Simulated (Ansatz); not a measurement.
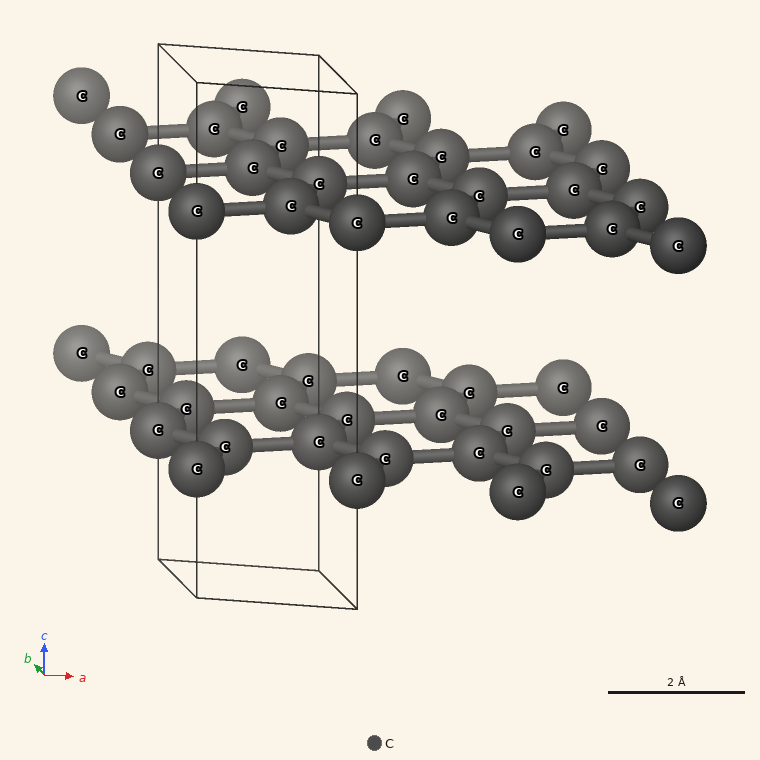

*The structure as given in the input (ball-and-stick view of the cell of the calculation, repeated 3 × 3 × 1, seen slightly off an axis).*

Near neighbours in the crystal (not all of them lie inside the picture): C has 3 C at 1.42 Å.

## Geometry relaxation, with input and output: C (part 1 of 3)

System: C (P6₃/mmc, 4 atoms in the cell).
Method: DFT, PBE, dispersion d3bj, plane waves, PAW, no spin polarisation (Ansatz 0.2.0).

The structure derives from a Materials Project entry.

## Output
```
Engine: ansatz 0.2.0, x86_64-unknown-linux-gnu
Pseudopotentials: kind: paw
Pseudopotential: C, paw, valence charge 4, recommended cutoff 420 eV (normal), C.paw.azcp
Functional definition: PBE
  parameter kappa = 0.804
  parameter beta = 0.06672455060314922
  exchange = pbe_x(kappa = kappa, mu = beta*pi^2/3)
  correlation = pbe_c(beta = beta)
Crystal: 4 atoms, lattice volume = 41.137 Å³
Basis set: ecut = 420 eV, 777 PW (Γ), exchange–correlation on 36×36×108 points (8 copies of the dense FFT grid, shifted against one another)
Bands: 12, of which v1, the nominal top of the filled ones, is band 8 counted from 1 (7 counted from 0)
Symmetry: 24 space group operations
Space group: P63/mmc (ITA 194), of the structure as read, at distance tolerance 3.5e-5 Å
k-points: 24 of 162
Non-local potential: C, projectors of the file, l = 0: 2, l = 1: 2, l = 2: 1
PAW form: soft (Blöchl's): semilocal exchange-correlation on the pseudo side does not see the compensation charge
PAW one-centre angular grid: C, 110 points (default); XC on 64 Gauss nodes
Initial density: superposition of atomic densities (neutral atoms: chi_scale 0, normalization atom), corrected by the library's trained network
Initial wavefunctions: pseudopotential atomic-orbital guess
Functional: x = pbe(κ = 0.804, μ = 0.2195149727645171), c = pbe(β = 0.06672455060314922)
SCF iter   1: F=—  HF=-1004.271313 eV  |F-HF|=—  |Δ(HF+E_count)|=         —  Δρ=4.02e-3  dr2=7.81e-3  ethr=1.77e-3  ⟨swp⟩=5.2  Hψ=1625  notcnv=0
preconditioner: auto → LDOS  [metal: Δε(μ)=0.002 eV  Ē_g=15.497 eV  σ=0.100 eV  W_gap=0.01  n_scr=4 (ndim 8)  ℏωp=23.2 eV  f_vac=0.156  D(μ)=0.84/eV (n_scr^D=4)  β→1.0]
SCF iter   2: F=—  HF=-1004.269008 eV  |F-HF|=—  |Δ(HF+E_count)|=   2.31e-3  Δρ=1.13e-3  dr2=2.54e-4  ethr=4.88e-5  ⟨swp⟩=2.4  Hψ=660  notcnv=0
SCF iter   3: F=—  HF=-1004.269086 eV  |F-HF|=—  |Δ(HF+E_count)|=   7.84e-5  Δρ=1.87e-4  dr2=1.71e-5  ethr=1.59e-6  ⟨swp⟩=2.1  Hψ=464  notcnv=0
SCF iter   4: F=—  HF=-1004.269038 eV  |F-HF|=—  |Δ(HF+E_count)|=   4.82e-5  Δρ=1.05e-4  dr2=3.94e-6  ethr=1.07e-7  ⟨swp⟩=2.0  Hψ=471  notcnv=0
iter 5 did not close the SCF: its close was put off for the readings that it lacked (scf_convergence_deferred on its scf_iter line)
SCF iter   5: F=-1004.269037 eV  HF=-1004.269037 eV  |F-HF|=1.93e-8  |Δ(HF+E_count)|=   7.67e-7  Δρ=8.75e-6  dr2=1.69e-8  ethr=2.46e-8  ⟨swp⟩=2.6  Hψ=513  notcnv=0
SCF iter   6: F=-1004.269037 eV  HF=-1004.269037 eV  |F-HF|=7.06e-10  |Δ(HF+E_count)|=   2.74e-8  Δρ=1.64e-6  dr2=5.82e-10  ethr=1.05e-10  ⟨swp⟩=5.8  Hψ=1691  notcnv=0
SCF 1 converged in 6 iterations: F = -1004.269037 eV  dr2 = 5.82e-10
  greatest PAW one-centre occupation: 0.672 electrons in one spin orbital (limit 2), on the C atom at site 1 (counted from 0), in its partial waves of l = 0
relax step   1: F+E_penalty+E_count = -1004.26903746 eV  Δ(F+E_penalty+E_count) = +0.000e0 eV  max|allowed force component| = 6.014e-16 eV/Å  Δτ_max = 0.0000 Å  P = -1.081 GPa  Ω = 41.137 Å³  (6 SCF iters, dr2 threshold 1.00e-7 eV, accepted)
Crystal: 4 atoms, lattice volume = 39.395 Å³
Basis set: ecut = 420 eV, 739 PW (Γ), exchange–correlation on 36×36×108 points (8 copies of the dense FFT grid, shifted against one another)
Initial density: handed on by an earlier stage of this run
Initial wavefunctions: those handed on with the density
iter 1 solved again at ethr=1.02e-4 eV; its pass at ethr=3.10e-3 eV (dr2=1.64e-2 eV) is discarded
SCF iter   1: F=—  HF=-1004.299785 eV  |F-HF|=—  |Δ(HF+E_count)|=         —  Δρ=5.50e-3  dr2=1.74e-2  ethr=1.02e-4  ⟨swp⟩=1.3  Hψ=2363  notcnv=0
preconditioner: auto → LDOS  [metal: Δε(μ)=0.004 eV  Ē_g=15.574 eV  σ=0.100 eV  W_gap=0.02  n_scr=4 (ndim 8)  ℏωp=23.7 eV  f_vac=0.097  D(μ)=0.83/eV (n_scr^D=4)  β→1.0]
SCF iter   2: F=—  HF=-1004.293361 eV  |F-HF|=—  |Δ(HF+E_count)|=   6.42e-3  Δρ=1.87e-3  dr2=6.11e-4  ethr=1.02e-4  ⟨swp⟩=2.2  Hψ=537  notcnv=0
SCF iter   3: F=—  HF=-1004.293662 eV  |F-HF|=—  |Δ(HF+E_count)|=   3.01e-4  Δρ=3.84e-4  dr2=6.86e-5  ethr=3.82e-6  ⟨swp⟩=2.3  Hψ=469  notcnv=0
SCF iter   4: F=—  HF=-1004.293656 eV  |F-HF|=—  |Δ(HF+E_count)|=   5.43e-6  Δρ=2.29e-4  dr2=2.18e-5  ethr=4.28e-7  ⟨swp⟩=2.1  Hψ=462  notcnv=0
SCF iter   5: F=—  HF=-1004.293650 eV  |F-HF|=—  |Δ(HF+E_count)|=   6.25e-6  Δρ=3.80e-5  dr2=6.95e-7  ethr=1.36e-7  ⟨swp⟩=2.6  Hψ=476  notcnv=0
SCF iter   6: F=-1004.293650 eV  HF=-1004.293650 eV  |F-HF|=4.76e-9  |Δ(HF+E_count)|=   1.81e-7  Δρ=4.68e-6  dr2=9.63e-9  ethr=2.50e-9  ⟨swp⟩=10.0  Hψ=2238  notcnv=0
SCF 2 converged in 6 iterations: F = -1004.293650 eV  dr2 = 9.63e-9
relax step   2: F+E_penalty+E_count = -1004.29365003 eV  Δ(F+E_penalty+E_count) = -2.461e-2 eV  max|allowed force component| = 1.573e-16 eV/Å  Δτ_max = 0.0000 Å  P = -0.620 GPa  Ω = 39.395 Å³  energy of the carried Pulay correction = +5.985e-3 eV  (6 SCF iters, dr2 threshold 4.00e-7 eV, accepted)
Crystal: 4 atoms, lattice volume = 37.363 Å³
Basis set: ecut = 420 eV, 689 PW (Γ), exchange–correlation on 36×36×108 points (8 copies of the dense FFT grid, shifted against one another)
iter 1 solved again at ethr=1.44e-4 eV; its pass at ethr=3.10e-3 eV (dr2=2.31e-2 eV) is discarded
SCF iter   1: F=—  HF=-1004.324417 eV  |F-HF|=—  |Δ(HF+E_count)|=         —  Δρ=6.82e-3  dr2=2.40e-2  ethr=1.44e-4  ⟨swp⟩=1.4  Hψ=2389  notcnv=0
preconditioner: auto → none  [metal: Δε(μ)=0.010 eV  Ē_g=15.669 eV  σ=0.100 eV  W_gap=0.05  n_scr=4 (ndim 8)  ℏωp=24.3 eV  f_vac=0.009  D(μ)=0.83/eV (n_scr^D=4)]
SCF iter   2: F=—  HF=-1004.316720 eV  |F-HF|=—  |Δ(HF+E_count)|=   7.70e-3  Δρ=2.56e-3  dr2=2.78e-3  ethr=1.44e-4  ⟨swp⟩=2.7  Hψ=484  notcnv=0
SCF iter   3: F=—  HF=-1004.316306 eV  |F-HF|=—  |Δ(HF+E_count)|=   4.13e-4  Δρ=5.27e-4  dr2=4.11e-5  ethr=1.74e-5  ⟨swp⟩=2.7  Hψ=496  notcnv=0
SCF iter   4: F=—  HF=-1004.316362 eV  |F-HF|=—  |Δ(HF+E_count)|=   5.56e-5  Δρ=1.42e-5  dr2=3.77e-8  ethr=2.57e-7  ⟨swp⟩=2.6  Hψ=449  notcnv=0
iter 5 did not close the SCF: its close was put off for the readings that it lacked (scf_convergence_deferred on its scf_iter line)
SCF iter   5: F=-1004.316362 eV  HF=-1004.316362 eV  |F-HF|=1.81e-9  |Δ(HF+E_count)|=   8.64e-8  Δρ=2.44e-6  dr2=1.10e-9  ethr=2.36e-10  ⟨swp⟩=2.3  Hψ=491  notcnv=0
SCF iter   6: F=-1004.316362 eV  HF=-1004.316362 eV  |F-HF|=6.16e-11  |Δ(HF+E_count)|=   2.33e-9  Δρ=6.26e-7  dr2=1.13e-10  ethr=6.89e-12  ⟨swp⟩=5.8  Hψ=1783  notcnv=0
SCF 3 converged in 6 iterations: F = -1004.316362 eV  dr2 = 1.13e-10
relax step   3: F+E_penalty+E_count = -1004.31636201 eV  Δ(F+E_penalty+E_count) = -2.271e-2 eV  max|allowed force component| = 3.886e-16 eV/Å  Δτ_max = 0.0000 Å  P = -0.242 GPa  Ω = 37.363 Å³  energy of the carried Pulay correction = +1.324e-2 eV  (6 SCF iters, dr2 threshold 4.00e-7 eV, accepted)
Crystal: 4 atoms, lattice volume = 35.357 Å³
Basis set: ecut = 420 eV, 665 PW (Γ), exchange–correlation on 36×36×108 points (8 copies of the dense FFT grid, shifted against one another)
iter 1 solved again at ethr=1.46e-4 eV; its pass at ethr=3.10e-3 eV (dr2=2.33e-2 eV) is discarded
SCF iter   1: F=—  HF=-1004.334056 eV  |F-HF|=—  |Δ(HF+E_count)|=         —  Δρ=7.26e-3  dr2=2.43e-2  ethr=1.46e-4  ⟨swp⟩=1.1  Hψ=2367  notcnv=0
preconditioner: auto → none  [metal: Δε(μ)=0.020 eV  Ē_g=15.754 eV  σ=0.100 eV  W_gap=0.11  n_scr=4 (ndim 8)  ℏωp=25.0 eV  f_vac=0.000  D(μ)=0.82/eV (n_scr^D=4)]
SCF iter   2: F=—  HF=-1004.326562 eV  |F-HF|=—  |Δ(HF+E_count)|=   7.49e-3  Δρ=2.77e-3  dr2=2.87e-3  ethr=1.46e-4  ⟨swp⟩=2.8  Hψ=480  notcnv=0
SCF iter   3: F=—  HF=-1004.326204 eV  |F-HF|=—  |Δ(HF+E_count)|=   3.57e-4  Δρ=5.62e-4  dr2=4.32e-5  ethr=1.79e-5  ⟨swp⟩=2.7  Hψ=497  notcnv=0
SCF iter   4: F=—  HF=-1004.326255 eV  |F-HF|=—  |Δ(HF+E_count)|=   5.08e-5  Δρ=1.63e-5  dr2=5.06e-8  ethr=2.70e-7  ⟨swp⟩=2.6  Hψ=450  notcnv=0
iter 5 did not close the SCF: its close was put off for the readings that it lacked (scf_convergence_deferred on its scf_iter line)
SCF iter   5: F=-1004.326255 eV  HF=-1004.326255 eV  |F-HF|=1.13e-9  |Δ(HF+E_count)|=   8.18e-8  Δρ=3.53e-6  dr2=2.61e-9  ethr=3.17e-10  ⟨swp⟩=2.1  Hψ=479  notcnv=0
SCF iter   6: F=-1004.326255 eV  HF=-1004.326255 eV  |F-HF|=2.99e-11  |Δ(HF+E_count)|=   2.29e-9  Δρ=6.70e-7  dr2=1.08e-10  ethr=1.63e-11  ⟨swp⟩=6.0  Hψ=1801  notcnv=0
SCF 4 converged in 6 iterations: F = -1004.326255 eV  dr2 = 1.08e-10
  greatest PAW one-centre occupation: 0.673 electrons in one spin orbital (limit 2), on the C atom at site 1 (counted from 0), in its partial waves of l = 0
relax step   4: F+E_penalty+E_count = -1004.32625537 eV  Δ(F+E_penalty+E_count) = -9.893e-3 eV  max|allowed force component| = 4.857e-16 eV/Å  Δτ_max = 0.0000 Å  P = +0.204 GPa  Ω = 35.357 Å³  energy of the carried Pulay correction = +2.069e-2 eV  (6 SCF iters, dr2 threshold 4.00e-7 eV, accepted)
Crystal: 4 atoms, lattice volume = 36.009 Å³
iter 1 solved again at ethr=1.91e-5 eV; its pass at ethr=3.10e-3 eV (dr2=3.05e-3 eV) is discarded
SCF iter   1: F=—  HF=-1004.325934 eV  |F-HF|=—  |Δ(HF+E_count)|=         —  Δρ=2.43e-3  dr2=2.88e-3  ethr=1.91e-5  ⟨swp⟩=2.2  Hψ=2272  notcnv=0
preconditioner: auto → LDOS  [metal: Δε(μ)=0.018 eV  Ē_g=15.676 eV  σ=0.100 eV  W_gap=0.10  n_scr=4 (ndim 8)  ℏωp=24.8 eV  f_vac=0.013  D(μ)=0.83/eV (n_scr^D=4)  β→1.0]
SCF iter   2: F=—  HF=-1004.325026 eV  |F-HF|=—  |Δ(HF+E_count)|=   9.08e-4  Δρ=7.96e-4  dr2=9.85e-5  ethr=1.80e-5  ⟨swp⟩=2.3  Hψ=499  notcnv=0
preconditioner: auto → none  [metal: Δε(μ)=0.017 eV  Ē_g=15.693 eV  σ=0.100 eV  W_gap=0.10  n_scr=4 (ndim 8)  ℏωp=24.8 eV  f_vac=0.006  D(μ)=0.83/eV (n_scr^D=4)  β→0.5]
SCF iter   3: F=—  HF=-1004.325081 eV  |F-HF|=—  |Δ(HF+E_count)|=   5.46e-5  Δρ=3.01e-4  dr2=2.41e-5  ethr=6.16e-7  ⟨swp⟩=2.6  Hψ=479  notcnv=0
SCF iter   4: F=—  HF=-1004.325080 eV  |F-HF|=—  |Δ(HF+E_count)|=   2.37e-7  Δρ=6.26e-5  dr2=8.49e-7  ethr=1.51e-7  ⟨swp⟩=2.8  Hψ=520  notcnv=0
iter 5 did not close the SCF: its close was put off for the readings that it lacked (scf_convergence_deferred on its scf_iter line)
SCF iter   5: F=-1004.325081 eV  HF=-1004.325081 eV  |F-HF|=5.07e-9  |Δ(HF+E_count)|=   1.66e-7  Δρ=1.07e-5  dr2=2.04e-8  ethr=5.31e-9  ⟨swp⟩=2.2  Hψ=479  notcnv=0
SCF iter   6: F=-1004.325081 eV  HF=-1004.325081 eV  |F-HF|=9.00e-11  |Δ(HF+E_count)|=   1.08e-8  Δρ=7.74e-7  dr2=7.49e-11  ethr=1.28e-10  ⟨swp⟩=5.5  Hψ=1654  notcnv=0
SCF 5 converged in 6 iterations: F = -1004.325081 eV  dr2 = 7.49e-11
relax step   5: F+E_penalty+E_count = -1004.32508064 eV  Δ(F+E_penalty+E_count) = +1.175e-3 eV  max|allowed force component| = 1.619e-16 eV/Å  Δτ_max = 0.0000 Å  P = +0.026 GPa  Ω = 36.009 Å³  energy of the carried Pulay correction = +1.824e-2 eV  (6 SCF iters, dr2 threshold 4.00e-7 eV, accepted)
Basis set: ecut = 420 eV, 665 PW (Γ), exchange–correlation on 36×36×96 points (8 copies of the dense FFT grid, shifted against one another)
Initial wavefunctions: pseudopotential atomic-orbital guess (no wavefunctions were taken with the density)
iter 1 solved again at ethr=2.88e-7 eV; its pass at ethr=3.10e-3 eV (dr2=4.60e-5 eV) is discarded
SCF iter   1: F=—  HF=-1004.318010 eV  |F-HF|=—  |Δ(HF+E_count)|=         —  Δρ=4.94e-4  dr2=1.11e-5  ethr=2.88e-7  ⟨swp⟩=3.0  Hψ=2326  notcnv=0
preconditioner: auto → none  [metal: Δε(μ)=0.015 eV  Ē_g=15.693 eV  σ=0.100 eV  W_gap=0.09  n_scr=4 (ndim 8)  ℏωp=24.8 eV  f_vac=0.007  D(μ)=0.83/eV (n_scr^D=4)]
SCF iter   2: F=—  HF=-1004.318080 eV  |F-HF|=—  |Δ(HF+E_count)|=   6.99e-5  Δρ=2.48e-4  dr2=2.51e-6  ethr=6.94e-8  ⟨swp⟩=2.8  Hψ=452  notcnv=0
SCF iter   3: F=—  HF=-1004.318097 eV  |F-HF|=—  |Δ(HF+E_count)|=   1.69e-5  Δρ=1.41e-5  dr2=8.42e-9  ethr=1.57e-8  ⟨swp⟩=2.2  Hψ=480  notcnv=0
SCF iter   4: F=—  HF=-1004.318094 eV  |F-HF|=—  |Δ(HF+E_count)|=   2.74e-6  Δρ=1.05e-6  dr2=1.09e-10  ethr=5.26e-11  ⟨swp⟩=2.0  Hψ=479  notcnv=0
iter 5 did not close the SCF: its close was put off for the readings that it lacked (scf_convergence_deferred on its scf_iter line)
SCF iter   5: F=-1004.318094 eV  HF=-1004.318094 eV  |F-HF|=2.27e-13  |Δ(HF+E_count)|=  2.65e-10  Δρ=7.93e-8  dr2=8.97e-13  ethr=1.00e-12  ⟨swp⟩=2.5  Hψ=473  notcnv=0
SCF iter   6: F=-1004.318094 eV  HF=-1004.318094 eV  |F-HF|=2.27e-13  |Δ(HF+E_count)|=  2.27e-13  Δρ=7.08e-9  dr2=8.71e-15  ethr=1.00e-12  ⟨swp⟩=4.0  Hψ=1191  notcnv=0
SCF 6 converged in 6 iterations: F = -1004.318094 eV  dr2 = 8.71e-15
relax step   6: F+E_penalty+E_count = -1004.31809399 eV  Δ(F+E_penalty+E_count) = +6.987e-3 eV  max|allowed force component| = 1.480e-16 eV/Å  Δτ_max = 0.0000 Å  P = -0.304 GPa  Ω = 36.009 Å³  stress off target by 5.48e-1 GPa  SCF on the basis re-selected at this cell (its energy is not comparable with the rows above)  (6 SCF iters)
basis re-selected at this cell: Δ(F+E_penalty+E_count) = +6.987e-3 eV, ΔP = -0.330 GPa vs the last step (what re-selecting the basis moved, of the pressure what is left beyond the Pulay correction that the steps carried, after the strain that the cell walked since its last selection, with what the two solves' SCF thresholds leave and, on support functions, any second-order correction that the steps lacked; it is no measure of the basis error at this ecutwfc). The dense FFT grid was sized anew with the basis: this SCF ran on 18×18×48 points, the steps before it on 18×18×54, so part of this shift can come from that change (see relax.cell in the input reference). This SCF's stress stands 5.48e-1 GPa from its target on what of the cell is left free (relax.cell.stress_tol is 5.00e-2 GPa) and its largest allowed force component is 1.48e-16 eV/Å (relax.f_tol is 5.00e-3 eV/Å): not within both, so this SCF does not close the relaxation
Crystal: 4 atoms, lattice volume = 35.431 Å³
iter 1 solved again at ethr=1.28e-5 eV; its pass at ethr=3.10e-3 eV (dr2=2.04e-3 eV) is discarded
SCF iter   1: F=—  HF=-1004.321779 eV  |F-HF|=—  |Δ(HF+E_count)|=         —  Δρ=2.18e-3  dr2=2.24e-3  ethr=1.28e-5  ⟨swp⟩=1.8  Hψ=2264  notcnv=0
preconditioner: auto → none  [metal: Δε(μ)=0.016 eV  Ē_g=15.723 eV  σ=0.100 eV  W_gap=0.09  n_scr=4 (ndim 8)  ℏωp=25.0 eV  f_vac=0.000  D(μ)=0.82/eV (n_scr^D=4)]
SCF iter   2: F=—  HF=-1004.321090 eV  |F-HF|=—  |Δ(HF+E_count)|=   6.89e-4  Δρ=8.21e-4  dr2=2.64e-4  ethr=1.28e-5  ⟨swp⟩=2.8  Hψ=483  notcnv=0
SCF iter   3: F=—  HF=-1004.321080 eV  |F-HF|=—  |Δ(HF+E_count)|=   9.80e-6  Δρ=1.66e-4  dr2=3.90e-6  ethr=1.65e-6  ⟨swp⟩=2.6  Hψ=493  notcnv=0
iter 4 did not close the SCF: its close was put off for the readings that it lacked (scf_convergence_deferred on its scf_iter line)
SCF iter   4: F=-1004.321084 eV  HF=-1004.321084 eV  |F-HF|=6.04e-9  |Δ(HF+E_count)|=   3.65e-6  Δρ=4.48e-6  dr2=3.07e-9  ethr=2.44e-8  ⟨swp⟩=2.6  Hψ=463  notcnv=0
iter 5 did not close the SCF: its close was put off for the readings that it lacked (scf_convergence_deferred on its scf_iter line)
SCF iter   5: F=-1004.321084 eV  HF=-1004.321084 eV  |F-HF|=1.52e-10  |Δ(HF+E_count)|=   7.12e-9  Δρ=8.68e-7  dr2=1.35e-10  ethr=1.92e-11  ⟨swp⟩=2.1  Hψ=487  notcnv=0
SCF iter   6: F=-1004.321084 eV  HF=-1004.321084 eV  |F-HF|=4.66e-12  |Δ(HF+E_count)|=  2.15e-10  Δρ=2.15e-7  dr2=1.25e-11  ethr=1.00e-12  ⟨swp⟩=4.7  Hψ=1466  notcnv=0
SCF 7 converged in 6 iterations: F = -1004.321084 eV  dr2 = 1.25e-11
relax step   7: F+E_penalty+E_count = -1004.32108358 eV  Δ(F+E_penalty+E_count) = -2.990e-3 eV  max|allowed force component| = 2.082e-16 eV/Å  Δτ_max = 0.0000 Å  P = +0.005 GPa  Ω = 35.431 Å³  energy of the carried Pulay correction = +2.147e-3 eV  (6 SCF iters, dr2 threshold 4.00e-7 eV, accepted)
Crystal: 4 atoms, lattice volume = 35.501 Å³
iter 1 solved again at ethr=2.82e-7 eV; its pass at ethr=3.10e-3 eV (dr2=4.52e-5 eV) is discarded
SCF iter   1: F=—  HF=-1004.320835 eV  |F-HF|=—  |Δ(HF+E_count)|=         —  Δρ=2.60e-4  dr2=3.13e-5  ethr=2.82e-7  ⟨swp⟩=2.4  Hψ=2166  notcnv=0
preconditioner: auto → none  [metal: Δε(μ)=0.018 eV  Ē_g=15.718 eV  σ=0.100 eV  W_gap=0.10  n_scr=4 (ndim 8)  ℏωp=24.9 eV  f_vac=0.002  D(μ)=0.82/eV (n_scr^D=4)]
SCF iter   2: F=—  HF=-1004.320847 eV  |F-HF|=—  |Δ(HF+E_count)|=   1.17e-5  Δρ=1.01e-4  dr2=3.83e-6  ethr=1.96e-7  ⟨swp⟩=2.7  Hψ=474  notcnv=0
SCF iter   3: F=—  HF=-1004.320845 eV  |F-HF|=—  |Δ(HF+E_count)|=   1.78e-6  Δρ=2.10e-5  dr2=6.22e-8  ethr=2.39e-8  ⟨swp⟩=2.6  Hψ=498  notcnv=0
iter 4 did not close the SCF: its close was put off for the readings that it lacked (scf_convergence_deferred on its scf_iter line)
SCF iter   4: F=-1004.320845 eV  HF=-1004.320845 eV  |F-HF|=5.34e-12  |Δ(HF+E_count)|=   5.66e-8  Δρ=8.31e-7  dr2=1.62e-10  ethr=3.89e-10  ⟨swp⟩=2.6  Hψ=443  notcnv=0
iter 5 did not close the SCF: its close was put off for the readings that it lacked (scf_convergence_deferred on its scf_iter line)
SCF iter   5: F=-1004.320845 eV  HF=-1004.320845 eV  |F-HF|=8.19e-12  |Δ(HF+E_count)|=  5.90e-11  Δρ=1.85e-7  dr2=5.92e-12  ethr=1.01e-12  ⟨swp⟩=2.0  Hψ=473  notcnv=0
SCF iter   6: F=-1004.320845 eV  HF=-1004.320845 eV  |F-HF|=9.09e-13  |Δ(HF+E_count)|=  1.00e-11  Δρ=3.24e-8  dr2=1.64e-13  ethr=1.00e-12  ⟨swp⟩=4.5  Hψ=1279  notcnv=0
SCF 8 converged in 6 iterations: F = -1004.320845 eV  dr2 = 1.64e-13
relax step   8: F+E_penalty+E_count = -1004.32084525 eV  Δ(F+E_penalty+E_count) = +2.383e-4 eV  max|allowed force component| = 4.533e-16 eV/Å  Δτ_max = 0.0000 Å  P = -0.002 GPa  Ω = 35.501 Å³  energy of the carried Pulay correction = +1.889e-3 eV  (6 SCF iters, accepted)
iter 1 solved again at ethr=1.49e-7 eV; its pass at ethr=3.10e-3 eV (dr2=2.39e-5 eV) is discarded
```
